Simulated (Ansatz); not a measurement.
Geometry relaxation of TiO2 (part 2 of 2)

The same run, continued: TiO2 (Pbca, 24 atoms in the cell); DFT PBEsol, scalar-relativistic, plane waves, PAW, no spin polarisation (Ansatz 0.2.0); cutoff 420 eV, 6×4×6 k-mesh, Gaussian smearing of 0.02 eV. The structure derives from an entry of the Crystallography Open Database.

Geometry of the input (Å; fractional positions):
```
5.1206  0.0000  0.0000
0.0000  9.1681  0.0000
0.0000  0.0000  5.4394
Ti 0.1379  0.1289  0.9047
Ti 0.6379  0.3711  0.0953
Ti 0.8621  0.6289  0.5953
Ti 0.3621  0.8711  0.4047
Ti 0.8621  0.8711  0.0953
Ti 0.3621  0.6289  0.9047
Ti 0.1379  0.3711  0.4047
Ti 0.6379  0.1289  0.5953
O  0.4645  0.2300  0.8907
O  0.9645  0.2700  0.1093
O  0.5355  0.7300  0.6093
O  0.0355  0.7700  0.3907
O  0.5355  0.7700  0.1093
O  0.0355  0.7300  0.8907
O  0.4645  0.2700  0.3907
O  0.9645  0.2300  0.6093
O  0.8160  0.0103  0.8515
O  0.3160  0.4897  0.1485
O  0.1840  0.5103  0.6485
O  0.6840  0.9897  0.3515
O  0.1840  0.9897  0.1485
O  0.6840  0.5103  0.8515
O  0.8160  0.4897  0.3515
O  0.3160  0.0103  0.6485
```

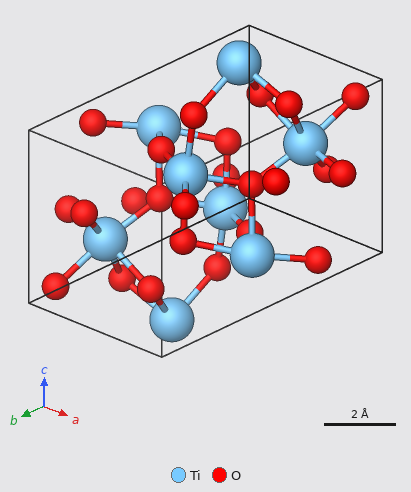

**Figure 1.** The geometry at step 3 of the log (ball-and-stick view of the cell of the calculation, seen at an oblique angle).

Output, continued
```
  k-point 1: bands = ["-47.8354", "-47.8258", "-47.8139", "-47.8091", "-47.7987", "-47.7946", "-47.7815", "-47.7810", "-24.4380", "-24.4096", "-24.3972", "-24.3859", "-24.3749", "-24.3050", "-24.2963", "-24.2748", "-24.2259", "-24.2232", "-24.2170", "-24.1978", "-24.1944", "-24.1867", "-24.1808", "-24.1324", "-24.1313", "-24.1179", "-24.1140", "-24.0955", "-24.0833", "-24.0789", "-24.0741", "-24.0736", "-9.4135", "-8.7624", "-8.7527", "-8.3547", "-8.2627", "-8.1752", "-8.1182", "-8.0330", "-7.9606", "-7.9303", "-7.8909", "-7.8693", "-7.8405", "-7.7533", "-7.6967", "-7.6116", "3.3865", "3.4096", "3.5816", "3.7664", "3.7728", "3.8249", "3.8275", "4.0547", "4.0949", "4.2054", "4.2891", "4.3435", "4.4110", "4.5047", "4.5841", "4.6496", "4.7679", "4.9534", "4.9900", "4.9925", "5.2840", "5.3063", "5.3442", "5.6162", "5.6383", "5.7377", "5.9212", "6.0173", "6.1758", "6.3404", "6.4370", "6.4504", "6.4793", "6.9410", "6.9856", "7.0608", "7.1338", "7.1888", "7.2015", "7.3264", "7.4133", "7.4339", "7.4881", "7.7273", "7.7740", "7.9619", "7.9860", "8.1829", "10.8436", "11.0194", "11.2064", "11.2275", "11.2320", "11.3047", "11.3798", "11.4202", "11.4833", "11.6253", "11.6449", "11.8129", "11.8318", "11.8502", "12.1007", "12.1329", "12.1606", "12.2348", "12.3661", "12.3783", "12.4224", "12.5407", "12.8287", "13.0110"]
  k-point 2: bands = ["-47.8312", "-47.8242", "-47.8179", "-47.8172", "-47.7936", "-47.7892", "-47.7843", "-47.7825", "-24.4328", "-24.4103", "-24.4066", "-24.4011", "-24.3407", "-24.3017", "-24.2937", "-24.2748", "-24.2479", "-24.2246", "-24.2149", "-24.2147", "-24.1923", "-24.1785", "-24.1769", "-24.1520", "-24.1218", "-24.1172", "-24.1083", "-24.1037", "-24.0772", "-24.0759", "-24.0723", "-24.0696", "-9.2097", "-8.7915", "-8.7873", "-8.5704", "-8.2413", "-8.2064", "-8.1718", "-7.9793", "-7.9509", "-7.9137", "-7.8805", "-7.8236", "-7.7721", "-7.7692", "-7.7174", "-7.6691", "3.5144", "3.5661", "3.6162", "3.6294", "3.6673", "3.6878", "3.9072", "4.1379", "4.2806", "4.2913", "4.2954", "4.3410", "4.3857", "4.5074", "4.6399", "4.7932", "4.9605", "4.9622", "5.0781", "5.1019", "5.1335", "5.5190", "5.5423", "5.5674", "5.5745", "5.7095", "5.9040", "6.0195", "6.1324", "6.2815", "6.3474", "6.6354", "6.6408", "6.6643", "6.7400", "6.8761", "6.9041", "7.2155", "7.2193", "7.2895", "7.3177", "7.3373", "7.4082", "7.6520", "7.6520", "7.6815", "7.8266", "7.9357", "11.0228", "11.1869", "11.2423", "11.2520", "11.2713", "11.3512", "11.3628", "11.4528", "11.5265", "11.6094", "11.6521", "11.6551", "11.7505", "11.9655", "12.0415", "12.1173", "12.3055", "12.3470", "12.4628", "12.4897", "12.5038", "12.5223", "12.7045", "12.9023"]
  k-point 47: bands = ["-47.8166", "-47.8166", "-47.8166", "-47.8166", "-47.7935", "-47.7935", "-47.7935", "-47.7935", "-24.4083", "-24.4083", "-24.4083", "-24.4083", "-24.3383", "-24.3383", "-24.3383", "-24.3383", "-24.2123", "-24.2123", "-24.2123", "-24.2123", "-24.1388", "-24.1388", "-24.1388", "-24.1388", "-24.1193", "-24.1193", "-24.1193", "-24.1193", "-24.0869", "-24.0869", "-24.0869", "-24.0869", "-8.6132", "-8.6132", "-8.6132", "-8.6132", "-8.2383", "-8.2383", "-8.2383", "-8.2383", "-7.9607", "-7.9607", "-7.9607", "-7.9607", "-7.8250", "-7.8250", "-7.8250", "-7.8250", "3.6987", "3.6987", "3.6987", "3.6987", "3.7557", "3.7557", "3.7557", "3.7557", "4.4241", "4.4241", "4.4241", "4.4241", "4.5267", "4.5267", "4.5267", "4.5267", "5.1964", "5.1964", "5.1964", "5.1964", "5.4537", "5.4537", "5.4537", "5.4537", "5.8619", "5.8619", "5.8619", "5.8619", "6.3206", "6.3206", "6.3206", "6.3206", "6.6801", "6.6801", "6.6801", "6.6801", "6.9131", "6.9131", "6.9131", "6.9131", "7.2221", "7.2221", "7.2221", "7.2221", "7.7503", "7.7503", "7.7503", "7.7503", "11.2900", "11.2900", "11.2900", "11.2900", "11.3485", "11.3485", "11.3485", "11.3485", "11.7094", "11.7094", "11.7094", "11.7094", "12.0258", "12.0258", "12.0258", "12.0258", "12.4539", "12.4539", "12.4539", "12.4539", "12.5410", "12.5410", "12.5410", "12.5410"]
--- Relaxed structure (3 steps of the walk, 3 accepted, 1 SCFs on fresh bases) ---
  F+E_penalty+E_count = -28798.75874270 eV   max|allowed force component| = 2.396e-3 eV/Å   (the final SCF, on the basis selected at the relaxed cell)
  cell:  # Å, volume = 255.2632 Å³
    - [5.118738263531235, 0.0, 0.0]
    - [0.0, 9.167874297349226, 0.0]
    - [0.0, 0.0, 5.439470220283136]
  atoms:
    - { symbol: Ti, position: [0.13791511612650778, 0.12891587715034206, 0.904735382498513] }
    - { symbol: Ti, position: [0.637915116126508, 0.3710841228496578, 0.0952646175014871] }
    - { symbol: Ti, position: [0.8620848838734924, 0.628915877150342, 0.5952646175014871] }
    - { symbol: Ti, position: [0.36208488387349225, 0.8710841228496579, 0.4047353824985129] }
    - { symbol: Ti, position: [0.8620848838734924, 0.8710841228496579, 0.0952646175014871] }
    - { symbol: Ti, position: [0.36208488387349225, 0.628915877150342, 0.904735382498513] }
    - { symbol: Ti, position: [0.13791511612650778, 0.3710841228496578, 0.4047353824985129] }
    - { symbol: Ti, position: [0.637915116126508, 0.12891587715034206, 0.5952646175014871] }
    - { symbol: O, position: [0.4646189791294113, 0.23001953340908152, 0.8907399930896535] }
    - { symbol: O, position: [0.9646189791294114, 0.2699804665909184, 0.10926000691034658] }
    - { symbol: O, position: [0.5353810208705888, 0.7300195334090814, 0.6092600069103467] }
    - { symbol: O, position: [0.03538102087058874, 0.7699804665909183, 0.39073999308965346] }
    - { symbol: O, position: [0.5353810208705888, 0.7699804665909183, 0.10926000691034658] }
    - { symbol: O, position: [0.03538102087058874, 0.7300195334090814, 0.8907399930896535] }
    - { symbol: O, position: [0.4646189791294113, 0.2699804665909184, 0.39073999308965346] }
    - { symbol: O, position: [0.9646189791294114, 0.23001953340908152, 0.6092600069103467] }
    - { symbol: O, position: [0.8157776683354613, 0.01030032295466009, 0.8515237947591827] }
    - { symbol: O, position: [0.3157776683354612, 0.4896996770453398, 0.14847620524081726] }
    - { symbol: O, position: [0.18422233166453875, 0.51030032295466, 0.6484762052408173] }
    - { symbol: O, position: [0.6842223316645389, 0.9896996770453399, 0.3515237947591828] }
    - { symbol: O, position: [0.18422233166453875, 0.9896996770453399, 0.14847620524081726] }
    - { symbol: O, position: [0.6842223316645389, 0.51030032295466, 0.8515237947591827] }
    - { symbol: O, position: [0.8157776683354613, 0.4896996770453398, 0.3515237947591828] }
    - { symbol: O, position: [0.3157776683354612, 0.01030032295466009, 0.6484762052408173] }
```

Trajectory as extended XYZ (Å, eV, eV/Å), 4 frames, from step=1 to step=4
```
24
Lattice="5.1206 0.0000 0.0000 0.0000 9.1681 0.0000 0.0000 0.0000 5.4394" Properties=species:S:1:pos:R:3:forces:R:3 step=1 energy=-28798.75863 pressure_GPa=-0.06
Ti    0.7060    1.1821    4.9211    0.0006  -0.0033   0.0006
Ti    3.2663    3.4020    0.5183    0.0006   0.0033  -0.0006
Ti    4.4146    5.7661    3.2380   -0.0006  -0.0033  -0.0006
Ti    1.8543    7.9860    2.2014   -0.0006   0.0033   0.0006
Ti    4.4146    7.9860    0.5183   -0.0006   0.0033  -0.0006
Ti    1.8543    5.7661    4.9211   -0.0006  -0.0033   0.0006
Ti    0.7060    3.4020    2.2014    0.0006   0.0033   0.0006
Ti    3.2663    1.1821    3.2380    0.0006  -0.0033  -0.0006
O     2.3784    2.1090    4.8449    0.0051   0.0011   0.0026
O     4.9387    2.4751    0.5944    0.0051  -0.0011  -0.0026
O     2.7422    6.6930    3.3141   -0.0051   0.0011  -0.0026
O     0.1819    7.0591    2.1253   -0.0051  -0.0011   0.0026
O     2.7422    7.0591    0.5944   -0.0051  -0.0011  -0.0026
O     0.1819    6.6930    4.8449   -0.0051   0.0011   0.0026
O     2.3784    2.4751    2.1253    0.0051  -0.0011   0.0026
O     4.9387    2.1090    3.3141    0.0051   0.0011  -0.0026
O     4.1783    0.0943    4.6315   -0.0090   0.0001  -0.0020
O     1.6180    4.4897    0.8079   -0.0090  -0.0001   0.0020
O     0.9423    4.6783    3.5276    0.0090   0.0001   0.0020
O     3.5026    9.0738    1.9118    0.0090  -0.0001  -0.0020
O     0.9423    9.0738    0.8079    0.0090  -0.0001   0.0020
O     3.5026    4.6783    4.6315    0.0090   0.0001  -0.0020
O     4.1783    4.4897    1.9118   -0.0090  -0.0001  -0.0020
O     1.6180    0.0943    3.5276   -0.0090   0.0001   0.0020
24
Lattice="5.1189 0.0000 0.0000 0.0000 9.1681 0.0000 0.0000 0.0000 5.4398" Properties=species:S:1:pos:R:3:forces:R:3 step=2 energy=-28798.75900 pressure_GPa=-0.02
Ti    0.7059    1.1819    4.9216    0.0019  -0.0002   0.0009
Ti    3.2654    3.4021    0.5183    0.0019   0.0002  -0.0009
Ti    4.4130    5.7660    3.2382   -0.0019  -0.0002  -0.0009
Ti    1.8536    7.9862    2.2016   -0.0019   0.0002   0.0009
Ti    4.4130    7.9862    0.5183   -0.0019   0.0002  -0.0009
Ti    1.8536    5.7660    4.9216   -0.0019  -0.0002   0.0009
Ti    0.7059    3.4021    2.2016    0.0019   0.0002   0.0009
Ti    3.2654    1.1819    3.2382    0.0019  -0.0002  -0.0009
O     2.3782    2.1088    4.8454    0.0017   0.0014   0.0017
O     4.9377    2.4752    0.5944    0.0017  -0.0014  -0.0017
O     2.7408    6.6929    3.3143   -0.0017   0.0014  -0.0017
O     0.1813    7.0593    2.1255   -0.0017  -0.0014   0.0017
O     2.7408    7.0593    0.5944   -0.0017  -0.0014  -0.0017
O     0.1813    6.6929    4.8454   -0.0017   0.0014   0.0017
O     2.3782    2.4752    2.1255    0.0017  -0.0014   0.0017
O     4.9377    2.1088    3.3143    0.0017   0.0014  -0.0017
O     4.1764    0.0943    4.6320   -0.0052   0.0005  -0.0006
O     1.6169    4.4898    0.8078   -0.0052  -0.0005   0.0006
O     0.9426    4.6783    3.5277    0.0052   0.0005   0.0006
O     3.5021    9.0738    1.9121    0.0052  -0.0005  -0.0006
O     0.9426    9.0738    0.8078    0.0052  -0.0005   0.0006
O     3.5021    4.6783    4.6320    0.0052   0.0005  -0.0006
O     4.1764    4.4898    1.9121   -0.0052  -0.0005  -0.0006
O     1.6169    0.0943    3.5277   -0.0052   0.0005   0.0006
24
Lattice="5.1187 0.0000 0.0000 0.0000 9.1679 0.0000 0.0000 0.0000 5.4395" Properties=species:S:1:pos:R:3:forces:R:3 step=3 energy=-28798.75918 pressure_GPa=0.01
Ti    0.7060    1.1819    4.9213    0.0024   0.0003   0.0004
Ti    3.2653    3.4021    0.5182    0.0024  -0.0003  -0.0004
Ti    4.4128    5.7658    3.2379   -0.0024   0.0003  -0.0004
Ti    1.8534    7.9860    2.2015   -0.0024  -0.0003   0.0004
Ti    4.4128    7.9860    0.5182   -0.0024  -0.0003  -0.0004
Ti    1.8534    5.7658    4.9213   -0.0024   0.0003   0.0004
Ti    0.7060    3.4021    2.2015    0.0024  -0.0003   0.0004
Ti    3.2653    1.1819    3.2379    0.0024   0.0003  -0.0004
O     2.3783    2.1088    4.8452   -0.0003   0.0009   0.0011
O     4.9376    2.4751    0.5943   -0.0003  -0.0009  -0.0011
O     2.7405    6.6927    3.3141    0.0003   0.0009  -0.0011
O     0.1811    7.0591    2.1254    0.0003  -0.0009   0.0011
O     2.7405    7.0591    0.5943    0.0003  -0.0009  -0.0011
O     0.1811    6.6927    4.8452    0.0003   0.0009   0.0011
O     2.3783    2.4751    2.1254   -0.0003  -0.0009   0.0011
O     4.9376    2.1088    3.3141   -0.0003   0.0009  -0.0011
O     4.1758    0.0944    4.6318   -0.0017  -0.0002   0.0008
O     1.6164    4.4895    0.8076   -0.0017   0.0002  -0.0008
O     0.9430    4.6784    3.5274    0.0017  -0.0002  -0.0008
O     3.5024    9.0734    1.9121    0.0017   0.0002   0.0008
O     0.9430    9.0734    0.8076    0.0017   0.0002  -0.0008
O     3.5024    4.6784    4.6318    0.0017  -0.0002   0.0008
O     4.1758    4.4895    1.9121   -0.0017   0.0002   0.0008
O     1.6164    0.0944    3.5274   -0.0017  -0.0002  -0.0008
24
Lattice="5.1187 0.0000 0.0000 0.0000 9.1679 0.0000 0.0000 0.0000 5.4395" Properties=species:S:1:pos:R:3:forces:R:3 step=4 energy=-28798.75874 pressure_GPa=0.00
Ti    0.7060    1.1819    4.9213    0.0024   0.0003   0.0004
Ti    3.2653    3.4021    0.5182    0.0024  -0.0003  -0.0004
Ti    4.4128    5.7658    3.2379   -0.0024   0.0003  -0.0004
Ti    1.8534    7.9860    2.2015   -0.0024  -0.0003   0.0004
Ti    4.4128    7.9860    0.5182   -0.0024  -0.0003  -0.0004
Ti    1.8534    5.7658    4.9213   -0.0024   0.0003   0.0004
Ti    0.7060    3.4021    2.2015    0.0024  -0.0003   0.0004
Ti    3.2653    1.1819    3.2379    0.0024   0.0003  -0.0004
O     2.3783    2.1088    4.8452   -0.0003   0.0009   0.0011
O     4.9376    2.4751    0.5943   -0.0003  -0.0009  -0.0011
O     2.7405    6.6927    3.3141    0.0003   0.0009  -0.0011
O     0.1811    7.0591    2.1254    0.0003  -0.0009   0.0011
O     2.7405    7.0591    0.5943    0.0003  -0.0009  -0.0011
O     0.1811    6.6927    4.8452    0.0003   0.0009   0.0011
O     2.3783    2.4751    2.1254   -0.0003  -0.0009   0.0011
O     4.9376    2.1088    3.3141   -0.0003   0.0009  -0.0011
O     4.1758    0.0944    4.6318   -0.0017  -0.0002   0.0008
O     1.6164    4.4895    0.8076   -0.0017   0.0002  -0.0008
O     0.9430    4.6784    3.5274    0.0017  -0.0002  -0.0008
O     3.5024    9.0734    1.9121    0.0017   0.0002   0.0008
O     0.9430    9.0734    0.8076    0.0017   0.0002  -0.0008
O     3.5024    4.6784    4.6318    0.0017  -0.0002   0.0008
O     4.1758    4.4895    1.9121   -0.0017   0.0002   0.0008
O     1.6164    0.0944    3.5274   -0.0017  -0.0002  -0.0008
```

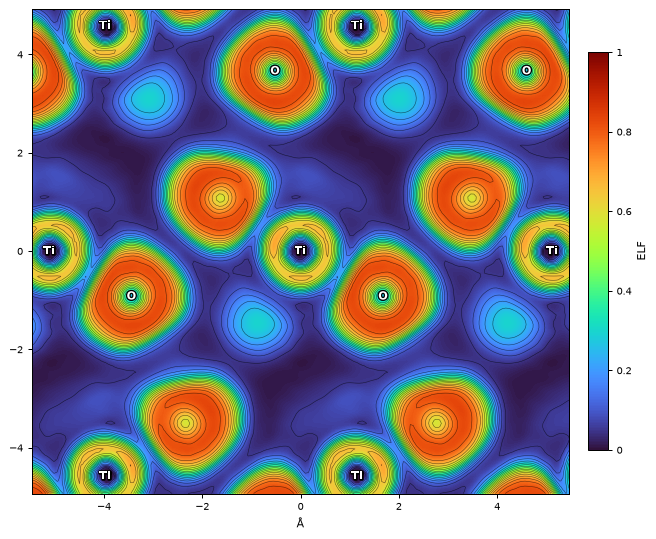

**Figure 2.** ELF on the (001) plane of the conventional cell. The plane passes through Ti and O nuclei. Ti–O (1.91 Å): the ELF is about 0.25 at the midpoint. The strong features right at Ti lie inside the PAW spheres (semicore, d or f shells) and say nothing about bonding. In a PAW calculation such maps are meaningful between the atoms, not at the nuclei.

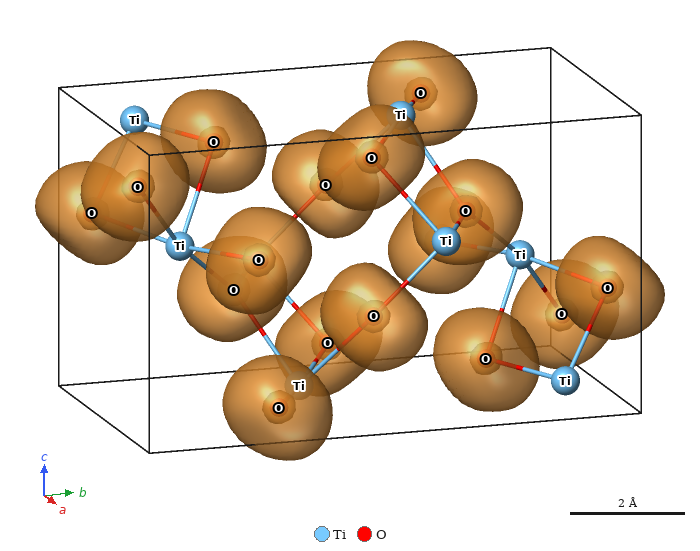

**Figure 3.** Isosurface of the electron localisation function at 0.6 (orange), seen slightly off an axis. Core shells and regions of very low density are left out. Sticks mark near contacts. The outline is the cell set on symmetry axes. Profiles from the grid: Ti–O (1.86 Å): the ELF is about 0.25 at the midpoint. Ti–Ti (2.94 Å): the ELF is about 0.10 at the midpoint.

Key numbers

```json
{"quantity": "outcome", "value": "converged"}
{"quantity": "space group (tolerance 0.01 Å)", "value": "Pbca (61)"}
{"quantity": "electrons treated", "value": "192"}
{"quantity": "free energy", "value": "−28798.7587 eV"}
{"quantity": "Fermi energy", "value": "9.452 eV"}
{"quantity": "gap on the k-point mesh", "value": "2.34 eV"}
{"quantity": "pressure", "value": "0.00 GPa"}
{"quantity": "final volume", "value": "255.26 Å³"}
{"quantity": "largest force (length of the vector) at the end", "value": "0.002 eV/Å"}
{"quantity": "final cell", "value": "a = 5.119 Å, b = 9.168 Å, c = 5.439 Å, α = 90.00°, β = 90.00°, γ = 90.00°"}
{"quantity": "wall time", "value": "94 s (CPU time 11 min)"}
{"quantity": "peak memory", "value": "2.3 GiB"}
```
